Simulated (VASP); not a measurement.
**Geometry relaxation, with input and output: GaSb (part 2 of 2)**

GaSb (2 atoms in the cell); Kohn-Sham DFT of a periodic cell, PBE, VASP PAW PBE potentials, recommended, no spin polarisation (VASP 6.6.1); cutoff 600 eV, 10×10×10 k-mesh, Gaussian smearing of 0.03 eV. The structure was built on a prototype by a generator; it need not be a known phase.

Geometry of the input (Å; fractional positions):
```
0.0000  3.0590  3.0590
3.0590  0.0000  3.0590
3.0590  3.0590  0.0000
Ga 0.0000  0.0000  0.0000
Sb 0.2500  0.2500  0.2500
```

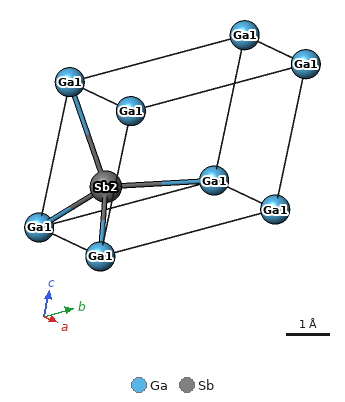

The geometry at step 1 of the log (ball-and-stick view of the cell of the calculation, seen slightly off an axis; atoms are numbered from 1 in the order of the input).

## Parts of OUTCAR, continued
```
 k-point     1 :       0.0000    0.0000    0.0000
  band No.  band energies     occupation
      1     -10.1651      2.00000
      2     -10.1651      2.00000
      3     -10.1651      2.00000
      4     -10.1154      2.00000
      5     -10.1154      2.00000
      6      -6.6068      2.00000
      7       4.8695      1.78669
      8       4.8695      1.78666
      9       4.8695      1.78666
     10       4.9058      0.63999
     11       7.6459      0.00000
     12       7.6459      0.00000
     13       7.6459      0.00000

 k-point     2 :       0.1000    0.0000    0.0000
  band No.  band energies     occupation
      1     -10.1678      2.00000
      2     -10.1639      2.00000
      3     -10.1639      2.00000
      4     -10.1155      2.00000
      5     -10.1155      2.00000
      6      -6.5041      2.00000
      7       3.2831      2.00000
      8       4.6976      2.00000
      9       4.6976      2.00000
     10       5.8454      0.00000
     11       7.8814      0.00000
     12       7.8814      0.00000
     13       8.0404      0.00000

 k-point     3 :       0.2000    0.0000    0.0000
  band No.  band energies     occupation
      1     -10.1748      2.00000
      2     -10.1609      2.00000
      3     -10.1609      2.00000
      4     -10.1157      2.00000
      5     -10.1157      2.00000
      6      -6.2049      2.00000
      7       1.6219      2.00000
      8       4.3440      2.00000
      9       4.3441      2.00000
     10       5.8119      0.00000
     11       8.3345      0.00000
     12       8.3345      0.00000
     13       9.3014      0.00000

 k-point     4 :       0.3000    0.0000    0.0000
  band No.  band energies     occupation
      1     -10.1833      2.00000
      2     -10.1576      2.00000
      3     -10.1576      2.00000
      4     -10.1157      2.00000
      5     -10.1157      2.00000
      6      -5.7467      2.00000
      7       0.1267      2.00000
      8       4.0118      2.00000
      9       4.0118      2.00000
     10       5.5422      0.00000
     11       8.6073      0.00000
     12       8.6073      0.00000
     13      10.8563      0.00000

 k-point     5 :       0.4000    0.0000    0.0000
  band No.  band energies     occupation
      1     -10.1901      2.00000
      2     -10.1552      2.00000
      3     -10.1552      2.00000
      4     -10.1153      2.00000
      5     -10.1153      2.00000
      6      -5.2409      2.00000
      7      -1.0206      2.00000
      8       3.7913      2.00000
      9       3.7913      2.00000
     10       5.3428      0.00000
     11       8.6372      0.00000
     12       8.6372      0.00000
     13      11.4334      0.00000

 [... the levels of 18 k-points are left out ...]

 k-point    24 :       0.4000    0.3000    0.0000
  band No.  band energies     occupation
      1     -10.2009      2.00000
      2     -10.1466      2.00000
      3     -10.1461      2.00000
      4     -10.1238      2.00000
      5     -10.1124      2.00000
      6      -4.9989      2.00000
      7      -0.7169      2.00000
      8       2.3754      2.00000
      9       2.6879      2.00000
     10       6.1102      0.00000
     11       7.1659      0.00000
     12      11.0594      0.00000
     13      11.5666      0.00000

 [... further k-points ...]

------------------------ aborting loop because EDIFF is reached ----------------------------------------

  FORCE on cell =-STRESS in cart. coord.  units (eV):
  Direction    XX          YY          ZZ          XY          YZ          ZX
  --------------------------------------------------------------------------------------
  -------------------------------------------------------------------------------------
  Total        0.8520495      0.8520495      0.8520495      0.0000000      0.0000000      0.0000000
  in kB       23.8455298     23.8455298     23.8455298      0.0000000      0.0000000      0.0000000
  external PRESSURE =      23.8455298 kB  Pullay stress =       0.0000000 kB

 VOLUME and BASIS-vectors are now :
 -----------------------------------------------------------------------------
  energy-cutoff  :      600.00
  volume of cell :       57.25
      direct lattice vectors                 reciprocal lattice vectors
     0.000000000  3.059000000  3.059000000    -0.163452109  0.163452109  0.163452109
     3.059000000  0.000000000  3.059000000     0.163452109 -0.163452109  0.163452109
     3.059000000  3.059000000  0.000000000     0.163452109  0.163452109 -0.163452109

 POSITION                                       TOTAL-FORCE (eV/Angst)
 -----------------------------------------------------------------------------------
      0.00000      0.00000      0.00000        -0.000000     -0.000000     -0.000000
      1.52950      1.52950      1.52950         0.000000      0.000000      0.000000
 -----------------------------------------------------------------------------------
    total drift:                                0.000001      0.000001      0.000001

  FREE ENERGIE OF THE ION-ELECTRON SYSTEM (eV)
  ---------------------------------------------------
  free  energy   TOTEN  =        -7.3510700425 eV

  energy  without entropy=       -7.3510314618  energy(sigma->0) =       -7.35105075

--------------------------------------- Ionic step        2  -------------------------------------------

 number of electron      17.9999993 magnetization

------------------------ aborting loop because EDIFF is reached ----------------------------------------

  FORCE on cell =-STRESS in cart. coord.  units (eV):
  Direction    XX          YY          ZZ          XY          YZ          ZX
  --------------------------------------------------------------------------------------
  -------------------------------------------------------------------------------------
  Total       -0.2040472     -0.2040472     -0.2040472      0.0000000      0.0000000     -0.0000000
  in kB       -5.3723791     -5.3723791     -5.3723791      0.0000000      0.0000000     -0.0000000
  external PRESSURE =      -5.3723791 kB  Pullay stress =       0.0000000 kB

 VOLUME and BASIS-vectors are now :
 -----------------------------------------------------------------------------
  energy-cutoff  :      600.00
  volume of cell :       60.85
      direct lattice vectors                 reciprocal lattice vectors
     0.000000000  3.121870294  3.121870294    -0.160160402  0.160160402  0.160160402
     3.121870294  0.000000000  3.121870294     0.160160402 -0.160160402  0.160160402
     3.121870294  3.121870294  0.000000000     0.160160402  0.160160402 -0.160160402

 POSITION                                       TOTAL-FORCE (eV/Angst)
 -----------------------------------------------------------------------------------
      6.24374      6.24374      6.24374        -0.000000     -0.000000     -0.000000
      1.56094      1.56094      1.56094         0.000000      0.000000      0.000000
 -----------------------------------------------------------------------------------
    total drift:                                0.000001      0.000001      0.000001

  FREE ENERGIE OF THE ION-ELECTRON SYSTEM (eV)
  ---------------------------------------------------
  free  energy   TOTEN  =        -7.3697187012 eV

  energy  without entropy=       -7.3696724225  energy(sigma->0) =       -7.36969556

--------------------------------------- Ionic step        3  -------------------------------------------

 number of electron      17.9999991 magnetization

 Free energy of the ion-electron system (eV)
  ---------------------------------------------------
  ext. energy  EPLUGINS =         0.00000000
  ---------------------------------------------------
  free energy    TOTEN  =        -7.37115051 eV

  energy without entropy =       -7.37110424  energy(sigma->0) =       -7.37112738

 E-fermi :   4.3999     XC(G=0):  -8.8803     alpha+bet : -9.6109

 val. band max:        4.3908130219   @ k =   0.0000   0.0000   0.0000
 cond. band min:       4.6985191420   @ k =   0.5000   0.0000   0.0000
 fundamental gap:      0.3077061201
 Fermi energy:         4.3999497442

 k-point     1 :       0.0000    0.0000    0.0000
  band No.  band energies     occupation
      1     -10.5556      2.00000
      2     -10.5556      2.00000
      3     -10.5556      2.00000
      4     -10.5129      2.00000
      5     -10.5129      2.00000
      6      -6.7614      2.00000
      7       4.0917      2.00000
      8       4.3908      1.33336
      9       4.3908      1.33332
     10       4.3908      1.33332
     11       7.1788      0.00000
     12       7.1788      0.00000
     13       7.1788      0.00000

 k-point     2 :       0.1000    0.0000    0.0000
  band No.  band energies     occupation
      1     -10.5578      2.00000
      2     -10.5546      2.00000
      3     -10.5546      2.00000
      4     -10.5130      2.00000
      5     -10.5130      2.00000
      6      -6.6647      2.00000
      7       2.7305      2.00000
      8       4.2332      2.00000
      9       4.2332      2.00000
     10       5.1824      0.00000
     11       7.3985      0.00000
     12       7.3985      0.00000
     13       7.5126      0.00000

 k-point     3 :       0.2000    0.0000    0.0000
  band No.  band energies     occupation
      1     -10.5635      2.00000
      2     -10.5521      2.00000
      3     -10.5521      2.00000
      4     -10.5131      2.00000
      5     -10.5131      2.00000
      6      -6.3838      2.00000
      7       1.1722      2.00000
      8       3.9044      2.00000
      9       3.9044      2.00000
     10       5.2033      0.00000
     11       7.8296      0.00000
     12       7.8296      0.00000
     13       8.6555      0.00000

 k-point     4 :       0.3000    0.0000    0.0000
  band No.  band energies     occupation
      1     -10.5704      2.00000
      2     -10.5493      2.00000
      3     -10.5493      2.00000
      4     -10.5131      2.00000
      5     -10.5131      2.00000
      6      -5.9562      2.00000
      7      -0.2342      2.00000
      8       3.5922      2.00000
      9       3.5922      2.00000
     10       4.9578      0.00000
     11       8.1044      0.00000
     12       8.1044      0.00000
     13      10.1514      0.00000

 k-point     5 :       0.4000    0.0000    0.0000
  band No.  band energies     occupation
      1     -10.5760      2.00000
      2     -10.5473      2.00000
      3     -10.5473      2.00000
      4     -10.5128      2.00000
      5     -10.5128      2.00000
      6      -5.4907      2.00000
      7      -1.3071      2.00000
      8       3.3839      2.00000
      9       3.3839      2.00000
     10       4.7664      0.00000
     11       8.1496      0.00000
     12       8.1496      0.00000
     13      10.9583      0.00000

 [... the levels of 18 k-points are left out ...]

 k-point    24 :       0.4000    0.3000    0.0000
  band No.  band energies     occupation
      1     -10.5853      2.00000
      2     -10.5401      2.00000
      3     -10.5397      2.00000
      4     -10.5196      2.00000
      5     -10.5102      2.00000
      6      -5.2592      2.00000
      7      -1.0836      2.00000
      8       2.0595      2.00000
      9       2.3516      2.00000
     10       5.6718      0.00000
     11       6.6898      0.00000
     12      10.4051      0.00000
     13      10.9098      0.00000

 [... further k-points ...]

------------------------ aborting loop because EDIFF is reached ----------------------------------------

  FORCE on cell =-STRESS in cart. coord.  units (eV):
  Direction    XX          YY          ZZ          XY          YZ          ZX
  --------------------------------------------------------------------------------------
  -------------------------------------------------------------------------------------
  Total       -0.0074610     -0.0074610     -0.0074610     -0.0000000      0.0000000     -0.0000000
  in kB       -0.1990005     -0.1990005     -0.1990005     -0.0000000      0.0000000     -0.0000000
  external PRESSURE =      -0.1990005 kB  Pullay stress =       0.0000000 kB

 VOLUME and BASIS-vectors are now :
 -----------------------------------------------------------------------------
  energy-cutoff  :      600.00
  volume of cell :       60.07
      direct lattice vectors                 reciprocal lattice vectors
     0.000000000  3.108429642  3.108429642    -0.160852925  0.160852925  0.160852925
     3.108429642  0.000000000  3.108429642     0.160852925 -0.160852925  0.160852925
     3.108429642  3.108429642  0.000000000     0.160852925  0.160852925 -0.160852925

 POSITION                                       TOTAL-FORCE (eV/Angst)
 -----------------------------------------------------------------------------------
      0.00000      0.00000      0.00000         0.000000      0.000000      0.000000
      1.55421      1.55421      1.55421        -0.000000     -0.000000     -0.000000
 -----------------------------------------------------------------------------------
    total drift:                                0.000001      0.000001      0.000001

  FREE ENERGIE OF THE ION-ELECTRON SYSTEM (eV)
  ---------------------------------------------------
  free  energy   TOTEN  =        -7.3711505146 eV

  energy  without entropy=       -7.3711042359  energy(sigma->0) =       -7.37112738

 reached required accuracy - stopping structural energy minimisation
```

## CONTCAR
```
GaSb
   1.00000000000000
     0.0000000000000000    3.1084296415850372    3.1084296415850372
     3.1084296415850372    0.0000000000000000    3.1084296415850372
     3.1084296415850372    3.1084296415850372    0.0000000000000000
  Ga              Sb
     1     1
Direct
     0.0000000000000000    0.0000000000000000    0.0000000000000000
     0.2500000000000000    0.2500000000000000    0.2500000000000000

  0.00000000E+00  0.00000000E+00  0.00000000E+00
  0.00000000E+00  0.00000000E+00  0.00000000E+00
```

## Trajectory as extended XYZ (Å, eV, eV/Å), 3 frames, from step=0 to step=2
```
2
Lattice="0.0000 3.0590 3.0590 3.0590 0.0000 3.0590 3.0590 3.0590 0.0000" Properties=species:S:1:pos:R:3:forces:R:3 step=0 energy=-7.35107
Ga    0.0000    0.0000    0.0000    0.0000   0.0000   0.0000
Sb    1.5295    1.5295    1.5295    0.0000   0.0000   0.0000
2
Lattice="0.0000 3.1219 3.1219 3.1219 0.0000 3.1219 3.1219 3.1219 0.0000" Properties=species:S:1:pos:R:3:forces:R:3 step=1 energy=-7.36972
Ga    6.2437    6.2437    6.2437    0.0000   0.0000   0.0000
Sb    1.5609    1.5609    1.5609    0.0000   0.0000   0.0000
2
Lattice="0.0000 3.1084 3.1084 3.1084 0.0000 3.1084 3.1084 3.1084 0.0000" Properties=species:S:1:pos:R:3:forces:R:3 step=2 energy=-7.37115
Ga    0.0000    0.0000    0.0000    0.0000   0.0000   0.0000
Sb    1.5542    1.5542    1.5542    0.0000   0.0000   0.0000
```

## Summary

| quantity | value |
| --- | --- |
| outcome | converged |
| space group (tolerance 0.01 Å) | F-43m (216) |
| electrons treated | 18 |
| free energy | −7.3712 eV |
| Fermi energy | 4.400 eV |
| gap on the k-point mesh | none (metallic) |
| pressure | −0.02 GPa |
| final volume | 60.07 Å³ |
| largest force (length of the vector) at the end | under 0.001 eV/Å |
| final cell | a = 4.396 Å, b = 4.396 Å, c = 4.396 Å, α = 60.00°, β = 60.00°, γ = 60.00° |
| wall time | 38 s |
| peak memory | 0.24 GiB |
